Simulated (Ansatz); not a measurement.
Single-point calculation of P

System: P (slab, 12 atoms in the cell).
Method: DFT PBE+D3(BJ), scalar-relativistic, plane waves, PAW, no spin polarisation (Ansatz 0.2.0).

The structure derives from an entry of the Crystallography Open Database.

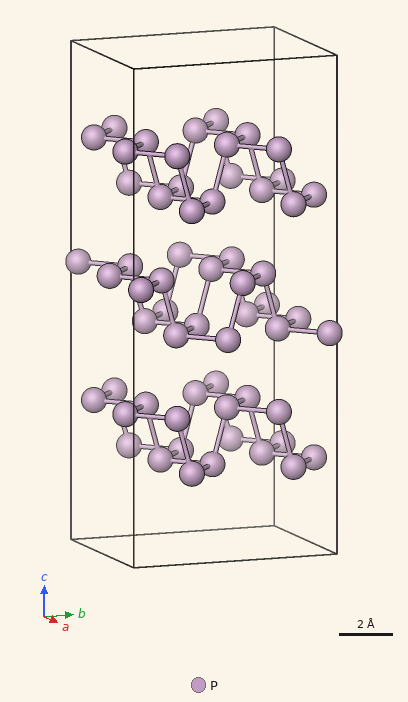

*The structure as given in the input (ball-and-stick view of the 2 × 2 repeat of the cell, with the vacuum cut short, seen slightly off an axis).*

Near neighbours in the crystal (not all of them lie inside the picture): P has 3 P at 2.23 to 2.25 Å.

Input:
```yaml
crystal:
  lattice:
    - [3.3228294168, 0.0, 0.0]
    - [0.0, 4.1648374686, 0.0]
    - [0.0, 0.0, 50.7267830404]
  atoms:
    - { symbol: P, position: [0.0, 0.5718894433, 0.3781374377] }
    - { symbol: P, position: [0.5, 0.9281105567, 0.3781374377] }
    - { symbol: P, position: [0.5, 0.0718894433, 0.4208927202] }
    - { symbol: P, position: [0.0, 0.4281105567, 0.4208927202] }
    - { symbol: P, position: [0.5, 0.5718894433, 0.4786223587] }
    - { symbol: P, position: [0.0, 0.9281105567, 0.4786223587] }
    - { symbol: P, position: [0.0, 0.0718894433, 0.5213776413] }
    - { symbol: P, position: [0.5, 0.4281105567, 0.5213776413] }
    - { symbol: P, position: [0.0, 0.5718894433, 0.5791072798] }
    - { symbol: P, position: [0.5, 0.9281105567, 0.5791072798] }
    - { symbol: P, position: [0.5, 0.0718894433, 0.6218625623] }
    - { symbol: P, position: [0.0, 0.4281105567, 0.6218625623] }
  periodic: [true, true, false]
basis:
  ecutwfc: 420
kpoints:
  mp_grid: { grid: [6, 4, 1] }
hamiltonian:
  xc: pbe
  dispersion: d3bj
scf:
  occupations: { method: gaussian, width: 0.1 }
output:
  forces: true
  stress: true
  eigenvalues: true
```

Launched with:
```bash
ansatz run input.yaml --threads 2 --pin off --max-ram 5120MiB --backend cpu --events-out ev --progress --plain --runs-dir out
```

What the program printed:
```
Engine: ansatz 0.2.0, x86_64-unknown-linux-gnu
Pseudopotentials: kind: paw
Pseudopotential: P, paw, valence charge 5, recommended cutoff 420 eV (normal), P.paw.azcp
Functional definition: PBE
  parameter kappa = 0.804
  parameter beta = 0.06672455060314922
  exchange = pbe_x(kappa = kappa, mu = beta*pi^2/3)
  correlation = pbe_c(beta = beta)
Crystal: 12 atoms, lattice volume = 702.010 Å³
Basis set: ecut = 420 eV, 13655 PW (Γ), exchange–correlation on 48×60×720 points (8 copies of the dense FFT grid, shifted against one another)
Bands: 42, of which v1, the nominal top of the filled ones, is band 30 counted from 1 (29 counted from 0)
Symmetry: 8 space group operations
Space group: Pmna (ITA 53), of the structure as read, at distance tolerance 8.9e-5 Å
k-points: 12 of 24
Non-local potential: P, projectors of the file, l = 0: 2, l = 1: 2, l = 2: 2
PAW form: soft (Blöchl's): semilocal exchange-correlation on the pseudo side does not see the compensation charge
PAW one-centre angular grid: P, 110 points (default); XC on 64 Gauss nodes
Initial density: superposition of atomic densities (neutral atoms: chi_scale 0, normalization atom), corrected by the library's trained network
Initial wavefunctions: pseudopotential atomic-orbital guess
Functional: x = pbe(κ = 0.804, μ = 0.2195149727645171), c = pbe(β = 0.06672455060314922)
SCF iter   1: F=—  HF=-9071.878693 eV  |F-HF|=—  |Δ(HF+E_count)|=         —  Δρ=1.51e-3  dr2=1.44e-1  ethr=1.77e-3  ⟨swp⟩=13.7  Hψ=4062  notcnv=0
preconditioner: auto → LDOS  [insulator: Δε(μ)=0.306 eV  Ē_g=9.005 eV  σ=0.100 eV  W_gap=0.97  n_scr=62 (ndim 8)  ℏωp=10.9 eV  f_vac=0.673  D(μ)=0.18/eV (n_scr^D=2)  ε∞_Penn≈2.5  β→1.0]
SCF iter   2: F=—  HF=-9071.915694 eV  |F-HF|=—  |Δ(HF+E_count)|=   3.70e-2  Δρ=2.15e-3  dr2=5.24e-1  ethr=2.41e-4  ⟨swp⟩=3.7  Hψ=1095  notcnv=0  defer=55  recentre
SCF iter   3: F=—  HF=-9071.869492 eV  |F-HF|=—  |Δ(HF+E_count)|=   4.62e-2  Δρ=6.97e-4  dr2=3.34e-2  ethr=2.41e-4  ⟨swp⟩=3.1  Hψ=784  notcnv=0  defer=55
SCF iter   4: F=—  HF=-9071.866809 eV  |F-HF|=—  |Δ(HF+E_count)|=   2.68e-3  Δρ=1.14e-4  dr2=1.44e-4  ethr=5.56e-5  ⟨swp⟩=2.4  Hψ=759  notcnv=0  defer=32
SCF iter   5: F=—  HF=-9071.866938 eV  |F-HF|=—  |Δ(HF+E_count)|=   1.30e-4  Δρ=6.13e-5  dr2=4.54e-5  ethr=2.40e-7  ⟨swp⟩=3.6  Hψ=1245  notcnv=0  defer=29
SCF iter   6: F=—  HF=-9071.867032 eV  |F-HF|=—  |Δ(HF+E_count)|=   9.37e-5  Δρ=3.99e-5  dr2=2.71e-5  ethr=7.57e-8  ⟨swp⟩=2.7  Hψ=888  notcnv=0  defer=20
SCF iter   7: F=—  HF=-9071.867024 eV  |F-HF|=—  |Δ(HF+E_count)|=   7.79e-6  Δρ=1.57e-5  dr2=3.86e-6  ethr=4.52e-8  ⟨swp⟩=2.8  Hψ=898  notcnv=0  defer=20
SCF iter   8: F=-9071.867023 eV  HF=-9071.867023 eV  |F-HF|=3.11e-8  |Δ(HF+E_count)|=   1.08e-6  Δρ=2.31e-6  dr2=4.48e-8  ethr=1.67e-10  ⟨swp⟩=17.2  Hψ=4263  notcnv=0
SCF 1 converged in 8 iterations: F = -9071.867023 eV  dr2 = 4.48e-8
  greatest PAW one-centre occupation: 0.812 electrons in one spin orbital (limit 2), on the P atom at site 6 (counted from 0), in its partial waves of l = 0
SCF converged after 8 iterations
Free energy (F): -9071.867023 eV
Harris-Foulkes:  -9071.867023 eV  (|F-HF|=3.11e-8)
Internal energy: -9071.865147 eV  (E = F + TS)
E sigma→0 (E₀):  -9071.866085 eV
Entropy (-TS):   -0.001876 eV (-0.156 meV/atom)
Fermi energy:    -4.478796 eV
--- Per-component energies (eV) ---
  E_band       = -669.882261
  E_kinetic    = 844.717051
  E_local      = -181452.055488  (includes V_loc(G=0)·N_el)
  E_nonlocal   = 407.319550
  E_hartree    = 90174.705987
  E_xc         = -737.511993
  E_vxc        = -728.855439  (∫ρ·V_xc dr)
  E_paw        = -6832.022221  (= ΣΔE_a)
  E_vpaw       = -90.394708  (= ΣTr[D̂ρ^β])
  E_aug_tail   = 0.000038  (compensation charges beyond the density's cutoff)
  E_ewald      = 88527.179758
  E_disp       = -4.197828  (pairwise vdW)
  E_smearing   = -0.001876  (= −TS)
  E_closure    = -0.000000  (closes the sum)
  Σ components = -9071.867023   (vs F -9071.867023, Δ=0.00e0)
--- Forces (eV/Å), atoms counted from 1 ---
  atom   1  P     -0.00000000     0.05836937     0.05011867
  atom   2  P     -0.00000000    -0.05836937     0.05011867
  atom   3  P      0.00000000    -0.02896595    -0.03486546
  atom   4  P      0.00000000     0.02896595    -0.03486546
  atom   5  P      0.00000000     0.00988292    -0.01028524
  atom   6  P      0.00000000    -0.00988292    -0.01028524
  atom   7  P      0.00000000     0.00988292     0.01028524
  atom   8  P      0.00000000    -0.00988292     0.01028524
  atom   9  P      0.00000000    -0.02896595     0.03486546
  atom  10  P      0.00000000     0.02896595     0.03486546
  atom  11  P     -0.00000000     0.05836937    -0.05011867
  atom  12  P     -0.00000000    -0.05836937    -0.05011867
  max |Σ_I F_I| component: 1.67e-16 eV/Å
--- 2D stress c σ (N/m, compression-positive) ---
        1.901508       0.000000       0.000000
        0.000000       0.610266       0.000000
        0.000000       0.000000       0.000000
  P = ½ c Tr σ = 1.2559 N/m
--- Band table (eV; the first three rows and the last of 12) ---
  k-point 0: bands = ["-20.4045", "-20.2136", "-20.1224", "-17.8338", "-17.4535", "-17.1976", "-13.5672", "-13.4293", "-13.3984", "-11.5172", "-10.9812", "-10.4061", "-9.8844", "-9.5246", "-9.4953", "-9.4654", "-9.1038", "-8.7837", "-8.7742", "-8.6061", "-8.5365", "-7.3286", "-7.1759", "-7.0137", "-6.7718", "-6.6976", "-6.6522", "-5.4818", "-4.7513", "-4.5802", "-4.1345", "-3.7929", "-3.7699", "-3.5238", "-3.3537", "-3.2869", "-2.3872", "-2.1097", "-2.0184", "-1.2498", "-1.0769", "-1.0074"]
  k-point 1: bands = ["-19.9964", "-19.8139", "-19.7319", "-17.9134", "-17.6793", "-17.5901", "-14.4225", "-14.2105", "-14.0540", "-12.3171", "-11.9352", "-11.7630", "-10.1342", "-9.4630", "-8.6002", "-8.4420", "-8.2841", "-8.2261", "-8.2005", "-8.0411", "-7.8909", "-7.0619", "-6.9458", "-6.8845", "-6.8306", "-6.2355", "-5.5787", "-5.2645", "-5.1845", "-5.0620", "-3.7629", "-3.1810", "-2.9871", "-2.8887", "-2.8293", "-2.8164", "-2.7527", "-2.5071", "-2.0168", "-1.8900", "-1.8638", "-1.7979"]
  k-point 2: bands = ["-18.8854", "-18.8854", "-18.7644", "-18.7644", "-18.6871", "-18.6871", "-14.1890", "-14.1890", "-13.7480", "-13.7480", "-13.3901", "-13.3901", "-9.1950", "-9.1950", "-8.2494", "-8.2494", "-7.6179", "-7.6179", "-7.5319", "-7.5319", "-7.4530", "-7.4530", "-7.2841", "-7.2841", "-5.6331", "-5.6331", "-5.3900", "-5.3900", "-5.3237", "-5.3237", "-3.0011", "-3.0011", "-2.9106", "-2.9106", "-2.8008", "-2.8008", "-2.1381", "-2.1381", "-1.8681", "-1.8681", "-1.6973", "-1.6973"]
  k-point 11: bands = ["-16.8771", "-16.8771", "-16.7666", "-16.7666", "-16.7661", "-16.7661", "-14.7872", "-14.7872", "-14.6622", "-14.6622", "-14.6590", "-14.6590", "-10.5784", "-10.5784", "-10.5596", "-10.5596", "-10.2204", "-10.2204", "-10.0464", "-10.0464", "-9.8028", "-9.8028", "-9.7427", "-9.7427", "-6.7468", "-6.7468", "-6.6753", "-6.6753", "-6.4749", "-6.4749", "-2.6512", "-2.6512", "-2.4755", "-2.4755", "-2.2331", "-2.2331", "0.2504", "0.2504", "0.2953", "0.2953", "0.3516", "0.3516"]
```

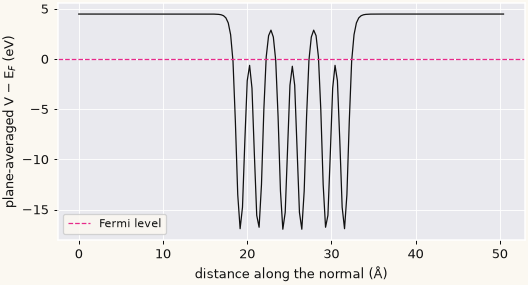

*Plane average of the electrostatic potential energy of an electron across the cell, from the Fermi level.*

The vacuum level lies 4.48 eV above the Fermi level.

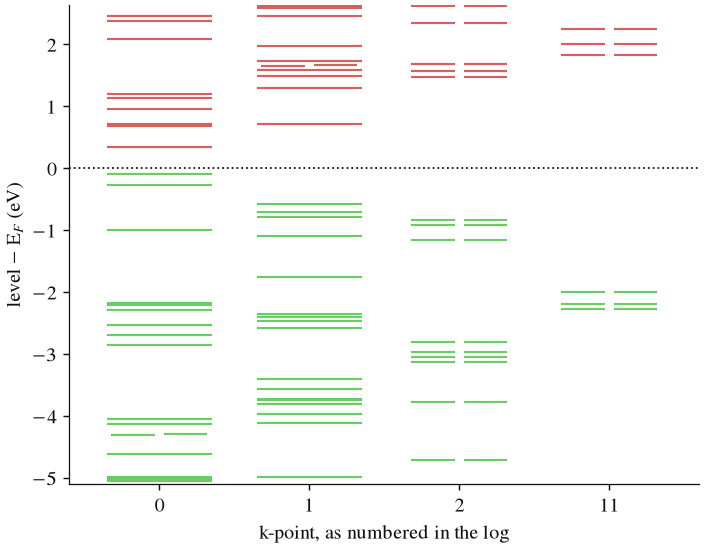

*Kohn–Sham levels near the Fermi level (dotted) at the few k-points that the log prints; levels within 0.02 eV of each other stand side by side.*

Among these points the highest filled and lowest empty levels are 0.45 eV apart; the gap on the full mesh, 0.23 eV, has an edge at a point that isn't printed.

Summary:

| quantity | value |
| --- | --- |
| outcome | converged |
| electrons treated | 60 |
| free energy | −9071.8670 eV |
| work function, top face | 4.48 eV |
| work function, bottom face | 4.48 eV |
| Fermi energy | −4.479 eV |
| gap on the k-point mesh | 0.23 eV |
| work function (upper face) | 4.48 eV |
| largest force (length of the vector) | 0.077 eV/Å |
| hardware | 2 threads of AMD EPYC (Zen 3), 189 GiB of memory available, shared host |
| wall time | 38 s (CPU time 65 s) |
| peak memory | 1 GiB |
